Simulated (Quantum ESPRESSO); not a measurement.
# Band-structure run of BaTiO$_{3}$ (part 2 of 2)

BaTiO$_{3}$ (P4mm, 5 atoms in the cell); Kohn-Sham DFT of a periodic cell, PBE, PseudoDojo 0.5 SR PBE stringent, no spin polarisation (Quantum ESPRESSO 7.5); cutoff 1251.72 eV, 7×7×7 k-mesh, fermi-dirac of 0.05 eV. The structure derives from an entry of the Crystallography Open Database.

Geometry of the input (Å; fractional positions):
```
3.9998  0.0000  0.0000
0.0000  3.9998  0.0000
0.0000  0.0000  4.0180
Ba 0.0000  0.0000  0.0000
Ti 0.5000  0.5000  0.4900
O  0.0000  0.5000  0.5170
O  0.5000  0.0000  0.5170
O  0.5000  0.5000  0.0190
```

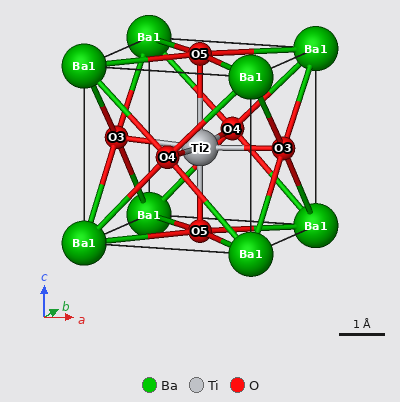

The input geometry (ball-and-stick view of the cell of the calculation, seen slightly off an axis; atoms are numbered from 1 in the order of the input). An atom can appear more than once, as a periodic image.

**What the program printed, continued**
```
   -46.1756 -22.4380 -22.4184 -22.4081 -14.3291  -6.5022  -5.8302  -5.7707
     0.5004   0.5009   0.5467   7.7216   7.9910   7.9978   8.8744   8.9297
     9.0659   9.6459   9.9213  10.0121  12.4224  12.5919  12.6663  14.4788
    14.9640  15.8334  15.8888  18.2215

          k = 0.0000 0.1429 0.1422 (  6468 PWs)   bands (ev):

   -46.1754 -22.4475 -22.4179 -22.4077 -14.3091  -6.4830  -5.8339  -5.7654
     0.4657   0.5311   0.6493   7.5288   7.7971   7.9594   8.5157   8.7359
     9.1949   9.3903   9.8086   9.8867  12.5885  12.7712  12.8896  14.6870
    15.2694  16.1356  16.2519  18.4688

          k = 0.0000 0.1429 0.2844 (  6479 PWs)   bands (ev):

   -46.1750 -22.4686 -22.4170 -22.4069 -14.2634  -6.5086  -5.7759  -5.7396
     0.5018   0.6022   0.7593   6.9034   7.5629   7.8189   8.0383   8.4251
     8.8969   9.2264   9.5935   9.7105  12.6395  13.4138  13.4297  14.7563
    16.0749  16.8533  17.1759  19.1178

          k = 0.0000 0.1429 0.4266 (  6463 PWs)   bands (ev):

   -46.1747 -22.4854 -22.4163 -22.4063 -14.2260  -6.5813  -5.7402  -5.6440
     0.5711   0.6615   0.8014   6.3784   7.4144   7.6434   7.7110   8.2821
     8.6844   9.2593   9.4447   9.4721  12.6758  13.8850  13.8930  14.7664
    16.6065  17.5275  18.1615  18.9466

          k = 0.0000 0.2857 0.0000 (  6479 PWs)   bands (ev):

   -46.1752 -22.4406 -22.4371 -22.4072 -14.2784  -6.5971  -5.8083  -5.6594
     0.5712   0.5729   0.7181   7.0141   7.8142   7.8251   8.5249   8.6614
     8.7520   9.0021   9.6444   9.7416  12.4718  13.3132  13.3249  14.4785
    15.7738  16.6774  16.8163  19.3941

          k = 0.0000 0.2857 0.1422 (  6487 PWs)   bands (ev):

   -46.1750 -22.4466 -22.4399 -22.4069 -14.2616  -6.5315  -5.8073  -5.6816
     0.5037   0.6065   0.7510   6.9390   7.5731   7.8086   8.0204   8.4765
     8.9047   9.1944   9.4880   9.6949  12.7845  13.3271  13.4043  14.7884
    16.0216  16.8757  17.1748  19.1006

          k = 0.0000 0.2857 0.2844 (  6472 PWs)   bands (ev):

   -46.1746 -22.4674 -22.4388 -22.4061 -14.2234  -6.4117  -5.8071  -5.6936
     0.4513   0.6844   0.7243   6.6973   7.0616   7.4295   7.7761   8.1193
     8.8675   9.2017   9.3448   9.8766  13.3116  13.4592  13.6978  15.0582
    16.7403  17.3764  18.0913  18.9919

          k = 0.0000 0.2857 0.4266 (  6457 PWs)   bands (ev):

   -46.1743 -22.4840 -22.4379 -22.4054 -14.1923  -6.3677  -5.7536  -5.6958
     0.4768   0.6352   0.7497   6.3099   6.7676   7.1300   7.6749   7.9357
     9.0095   9.0313   9.3343   9.9191  13.3595  13.9039  14.0354  15.1256
    17.2944  17.9500  18.8069  19.1587

          k = 0.0000 0.4286 0.0000 (  6469 PWs)   bands (ev):

   -46.1748 -22.4581 -22.4365 -22.4065 -14.2368  -6.7062  -5.7960  -5.5180
     0.6300   0.6335   0.8533   6.4720   7.6130   7.6443   8.2812   8.5020
     8.5501   8.6783   9.4623   9.5646  12.5127  13.8245  13.8531  14.4702
    16.2336  17.3972  17.8276  18.6716

          k = 0.0000 0.4286 0.1422 (  6474 PWs)   bands (ev):

   -46.1747 -22.4575 -22.4457 -22.4062 -14.2227  -6.6145  -5.7846  -5.5593
     0.5800   0.6696   0.7813   6.4344   7.4812   7.6146   7.6204   8.3849
     8.6948   9.2235   9.2754   9.4315  12.8205  13.8317  13.8862  14.7985
    16.4881  17.5638  18.1789  19.4764

          k = 0.0000 0.4286 0.2844 (  6462 PWs)   bands (ev):

   -46.1743 -22.4664 -22.4562 -22.4054 -14.1908  -6.3918  -5.7768  -5.6453
     0.4874   0.6202   0.7535   6.3454   6.8293   7.0371   7.6176   8.0326
     8.9378   9.0359   9.3015   9.9260  13.4427  13.8476  14.0465  15.1365
    17.2233  17.9658  18.8294  19.1386

          k = 0.0000 0.4286 0.4266 (  6446 PWs)   bands (ev):

   -46.1740 -22.4829 -22.4551 -22.4048 -14.1648  -6.1845  -5.7984  -5.7087
     0.4343   0.4898   0.8241   6.1663   6.4203   6.6410   7.6188   7.7655
     8.7166   9.3494   9.4704  10.1634  13.8555  13.9137  14.2668  15.2308
    17.8475  18.2896  18.5166  20.1202

          k = 0.1429 0.1429 0.0000 (  6461 PWs)   bands (ev):

   -46.1754 -22.4377 -22.4182 -22.4177 -14.3083  -6.4950  -5.8095  -5.7760
     0.4620   0.5318   0.6501   7.5292   7.8224   7.9585   8.5424   8.7506
     9.1954   9.2119   9.9070   9.9123  12.6134  12.7373  12.8332  14.7482
    15.2414  16.1850  16.2055  18.4673

          k = 0.1429 0.1429 0.1422 (  6473 PWs)   bands (ev):

   -46.1752 -22.4471 -22.4177 -22.4173 -14.2895  -6.4597  -5.8220  -5.7654
     0.4599   0.4660   0.7699   7.3366   7.7639   7.7865   8.4441   8.4598
     8.9858   9.3497   9.7783   9.8086  12.8130  12.9294  12.9375  15.2371
    15.2760  16.4590  16.5082  18.4591

          k = 0.1429 0.1429 0.2844 (  6486 PWs)   bands (ev):

   -46.1748 -22.4681 -22.4168 -22.4165 -14.2466  -6.4443  -5.7770  -5.7413
     0.4538   0.4922   0.8561   6.8283   7.4150   7.6794   8.0459   8.1651
     8.7770   9.3471   9.5895   9.6193  12.8992  13.4448  13.4770  15.2275
    16.1868  17.0841  17.3700  18.8067

          k = 0.1429 0.1429 0.4266 (  6468 PWs)   bands (ev):

   -46.1745 -22.4848 -22.4160 -22.4158 -14.2116  -6.4906  -5.7217  -5.6723
     0.4476   0.6314   0.7974   6.3558   7.2428   7.5865   7.6523   8.0377
     8.8979   9.2462   9.3881   9.4252  12.9443  13.8925  13.9263  15.2152
    16.7516  17.7164  18.2371  19.2420

          k = 0.1429 0.2857 0.0000 (  6486 PWs)   bands (ev):

   -46.1750 -22.4401 -22.4367 -22.4170 -14.2609  -6.5402  -5.7879  -5.6899
     0.4981   0.6046   0.7536   6.9347   7.5991   7.8294   8.0569   8.4522
     8.7781   9.1348   9.6017   9.7458  12.7063  13.3332  13.3991  14.8101
    16.0303  16.8995  17.1497  19.0253

          k = 0.1429 0.2857 0.1422 (  6480 PWs)   bands (ev):

   -46.1748 -22.4462 -22.4394 -22.4166 -14.2449  -6.4696  -5.7851  -5.7038
     0.4589   0.4849   0.8538   6.8495   7.4534   7.6856   8.0668   8.1585
     8.6613   9.3433   9.5460   9.6659  12.9612  13.4096  13.4480  15.2555
    16.1393  17.1159  17.3532  18.7998

          k = 0.1429 0.2857 0.2844 (  6474 PWs)   bands (ev):

   -46.1744 -22.4669 -22.4383 -22.4157 -14.2085  -6.3343  -5.7873  -5.6963
     0.3786   0.4172   0.8612   6.6332   7.0716   7.3727   7.7956   8.0464
     8.4225   9.3501   9.5432   9.8117  13.4418  13.5474  13.7436  15.6566
    16.7295  17.5802  18.0670  18.7606

          k = 0.1429 0.2857 0.4266 (  6452 PWs)   bands (ev):

   -46.1741 -22.4835 -22.4375 -22.4150 -14.1788  -6.2750  -5.7392  -5.6834
     0.3251   0.4651   0.7469   6.3058   6.8264   7.1566   7.6364   7.9318
     8.4960   9.3117   9.4706   9.8915  13.5164  13.9533  14.0784  15.7093
    17.2926  18.1176  18.6624  18.8854

          k = 0.1429 0.4286 0.0000 (  6456 PWs)   bands (ev):

   -46.1747 -22.4575 -22.4361 -22.4162 -14.2220  -6.6195  -5.7764  -5.5599
     0.5715   0.6702   0.7816   6.4309   7.4982   7.6484   7.6566   8.3062
     8.6620   9.0477   9.4040   9.5446  12.7453  13.8476  13.8750  14.8014
    16.5106  17.5747  18.1668  18.9637

          k = 0.1429 0.4286 0.1422 (  6468 PWs)   bands (ev):

   -46.1745 -22.4569 -22.4453 -22.4158 -14.2084  -6.5270  -5.7624  -5.5874
     0.4545   0.6204   0.7933   6.4008   7.3231   7.5776   7.6148   8.0371
     8.7429   9.2622   9.3590   9.4397  13.0063  13.8806  13.9129  15.2364
    16.6506  17.7540  18.2439  19.2381

          k = 0.1429 0.4286 0.2844 (  6455 PWs)   bands (ev):

   -46.1741 -22.4660 -22.4557 -22.4150 -14.1773  -6.3022  -5.7483  -5.6437
     0.3383   0.4466   0.7492   6.3324   6.9089   7.0719   7.6130   7.9680
     8.4301   9.3040   9.4710   9.8934  13.5547  13.9314  14.0866  15.7223
    17.2273  18.1308  18.6907  18.8316

          k = 0.1429 0.4286 0.4266 (  6452 PWs)   bands (ev):

   -46.1738 -22.4824 -22.4546 -22.4143 -14.1520  -6.0900  -5.7691  -5.6831
     0.3044   0.3294   0.6455   6.1664   6.5962   6.7532   7.6584   7.8334
     8.2518   9.4800   9.5881  10.1626  13.9607  13.9929  14.3090  15.8213
    17.8226  18.1677  18.6460  19.3809

          k = 0.2857 0.2857 0.0000 (  6472 PWs)   bands (ev):

   -46.1746 -22.4394 -22.4384 -22.4357 -14.2210  -6.4446  -5.7529  -5.7077
     0.4412   0.6705   0.7329   6.6952   7.1671   7.3827   7.8039   8.1455
     8.6552   9.2931   9.3091   9.9371  13.2573  13.4316  13.6993  15.0586
    16.7480  17.4067  18.0719  18.9858

          k = 0.2857 0.2857 0.1422 (  6465 PWs)   bands (ev):

   -46.1744 -22.4453 -22.4385 -22.4380 -14.2068  -6.3611  -5.7320  -5.7198
     0.3700   0.4175   0.8592   6.6335   7.1587   7.3379   7.8131   8.0607
     8.3290   9.3563   9.4734   9.8817  13.4298  13.5391  13.7412  15.6302
    16.7383  17.6008  18.0552  18.7574

          k = 0.2857 0.2857 0.2844 (  6465 PWs)   bands (ev):

   -46.1740 -22.4659 -22.4375 -22.4370 -14.1744  -6.1784  -5.7376  -5.6839
     0.2112   0.2233   0.7630   6.5428   7.0829   7.1445   7.5851   7.9569
     7.9644   9.6452   9.6653   9.8419  13.7945  13.8358  13.8678  16.6842
    16.7047  18.1070  18.1135  18.4974

          k = 0.2857 0.2857 0.4266 (  6447 PWs)   bands (ev):

   -46.1737 -22.4823 -22.4367 -22.4363 -14.1481  -6.0565  -5.7217  -5.6441
     0.0849   0.2163   0.5374   6.2800   6.9054   7.1383   7.3069   7.9339
     8.0715   9.6256   9.8076   9.9173  13.8956  14.1503  14.1813  16.6595
    17.3356  18.2993  18.3943  18.5484

          k = 0.2857 0.4286 0.0000 (  6463 PWs)   bands (ev):

   -46.1742 -22.4561 -22.4380 -22.4351 -14.1885  -6.4155  -5.7414  -5.6489
     0.4710   0.6123   0.7554   6.3381   6.8872   7.0371   7.6782   8.0006
     8.7974   9.0671   9.2952   9.9941  13.3560  13.8674  14.0443  15.0919
    17.2704  17.9886  18.8354  19.1081

          k = 0.2857 0.4286 0.1422 (  6455 PWs)   bands (ev):

   -46.1741 -22.4556 -22.4445 -22.4373 -14.1757  -6.3214  -5.7194  -5.6477
     0.3266   0.4460   0.7468   6.3280   6.9476   7.0772   7.6498   7.9485
     8.4067   9.2738   9.4016   9.9680  13.5248  13.9494  14.0817  15.6596
    17.2724  18.1434  18.7193  18.8089

          k = 0.2857 0.4286 0.2844 (  6449 PWs)   bands (ev):

   -46.1737 -22.4650 -22.4545 -22.4365 -14.1467  -6.0938  -5.6836  -5.6407
     0.0928   0.1999   0.5390   6.2989   6.9665   7.1176   7.2818   7.9325
     8.0358   9.5571   9.8162   9.9619  13.9066  14.1501  14.1870  16.6321
    17.3371  18.2668  18.3783  18.5690

          k = 0.2857 0.4286 0.4266 (  6461 PWs)   bands (ev):

   -46.1734 -22.4814 -22.4536 -22.4357 -14.1231  -5.8724  -5.6974  -5.6240
     0.0046   0.0403   0.2643   6.1406   6.6236   7.1187   7.3523   7.9218
     7.9695   9.8206   9.9054  10.1701  14.2245  14.2438  14.4062  16.8565
    17.6549  17.9066  18.2140  18.4194

          k = 0.4286 0.4286 0.0000 (  6444 PWs)   bands (ev):

   -46.1739 -22.4551 -22.4550 -22.4346 -14.1612  -6.2415  -5.7321  -5.7056
     0.4220   0.4709   0.8227   6.1627   6.4815   6.6360   7.7004   7.7442
     8.6707   9.2868   9.3952  10.2415  13.8554  13.8922  14.2773  15.1327
    17.8788  18.2877  18.5525  20.1304

          k = 0.4286 0.4286 0.1422 (  6446 PWs)   bands (ev):

   -46.1737 -22.4547 -22.4545 -22.4437 -14.1492  -6.1463  -5.7031  -5.6827
     0.2975   0.3129   0.6447   6.1654   6.6380   6.7648   7.7380   7.8153
     8.1917   9.4143   9.5117  10.2424  13.9701  13.9962  14.3164  15.7117
    17.8725  18.1740  18.6792  19.3529

          k = 0.4286 0.4286 0.2844 (  6458 PWs)   bands (ev):

   -46.1733 -22.4642 -22.4536 -22.4535 -14.1218  -5.9199  -5.6354  -5.6338
     0.0067   0.0286   0.2645   6.1435   6.6435   7.1190   7.3724   7.9172
     7.9484   9.7789   9.8374  10.2491  14.2402  14.2480  14.4080  16.7462
    17.8122  17.9723  18.1917  18.2685

          k = 0.4286 0.4286 0.4266 (  6463 PWs)   bands (ev):

   -46.1730 -22.4805 -22.4528 -22.4527 -14.0996  -5.7098  -5.6122  -5.5784
    -0.1783  -0.1686  -0.0584   6.0051   6.6240   6.6485   7.7819   7.9554
     7.9741  10.1325  10.1609  10.2533  14.4758  14.4845  14.4945  17.1318
    17.3553  17.4875  17.9518  18.1536

     the Fermi energy is    11.2969 ev

!    total energy              =    -274.85848337 Ry
     estimated scf accuracy    <          9.0E-11 Ry
     smearing contrib. (-TS)   =      -0.00000000 Ry
     internal energy E=F+TS    =    -274.85848337 Ry

     The total energy is F=E-TS. E is the sum of the following terms:
     one-electron contribution =     -71.52020366 Ry
     hartree contribution      =      59.77011568 Ry
     xc contribution           =     -56.10843493 Ry
     ewald contribution        =    -206.99996045 Ry

     convergence has been achieved in  13 iterations

     Forces acting on atoms (cartesian axes, Ry/au):

     atom    1 type  1   force =     0.00000000    0.00000000    0.00150978
     atom    2 type  2   force =     0.00000000    0.00000000   -0.00542765
     atom    3 type  3   force =     0.00000000    0.00000000   -0.00404807
     atom    4 type  3   force =     0.00000000    0.00000000   -0.00404807
     atom    5 type  3   force =     0.00000000    0.00000000    0.01201402

     Total force =     0.014452     Total SCF correction =     0.000003

     Computing stress (Cartesian axis) and pressure

          total   stress  (Ry/bohr**3)                   (kbar)     P=       20.90
   0.00012230   0.00000000   0.00000000           17.99        0.00        0.00
   0.00000000   0.00012230   0.00000000            0.00       17.99        0.00
   0.00000000   0.00000000   0.00018172            0.00        0.00       26.73

=------------------------------------------------------------------------------=
   JOB DONE.
=------------------------------------------------------------------------------=
```

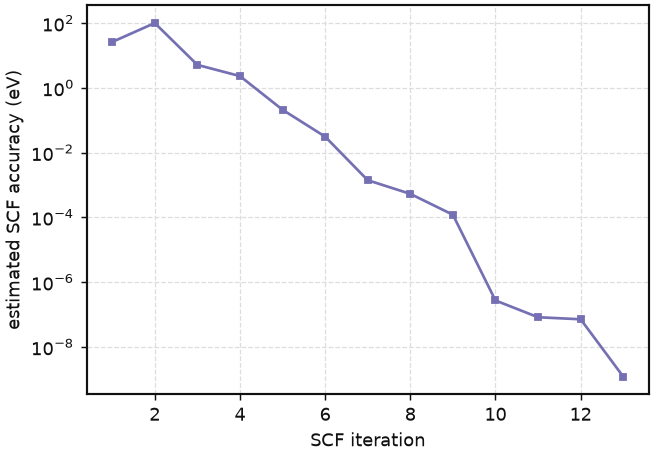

Convergence of the self-consistent field: estimated SCF accuracy against the iteration. The field takes 13 iterations in all.

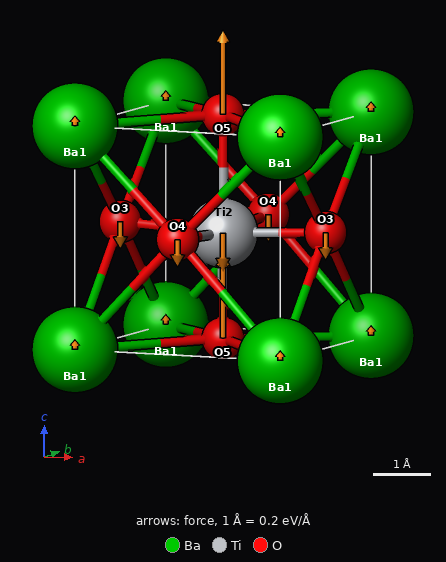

Forces on the atoms as orange arrows (ball-and-stick view of the cell of the calculation, seen slightly off an axis; atoms are numbered from 1 in the order of the input). The largest act on O5 (0.31 eV/Å); Ti2 (0.14 eV/Å); O3, O4 (0.10 eV/Å). The geometry is not a stationary point of this energy.

**Summary**

| quantity | value |
| --- | --- |
| outcome | converged |
| space group (tolerance 0.01 Å) | P4mm (99) |
| electrons treated | 40 |
| free energy | −3739.6402 eV |
| Fermi energy | 11.297 eV |
| gap on the k-point mesh | 1.94 eV |
| gap on the band path | 1.85 eV |
| pressure | 2.09 GPa |
| largest force (length of the vector) | 0.309 eV/Å |
| wall time | 4.9 min |
| peak memory | 0.23 GiB |

**Notes**

Notes on the run: eigenvalues not converged.
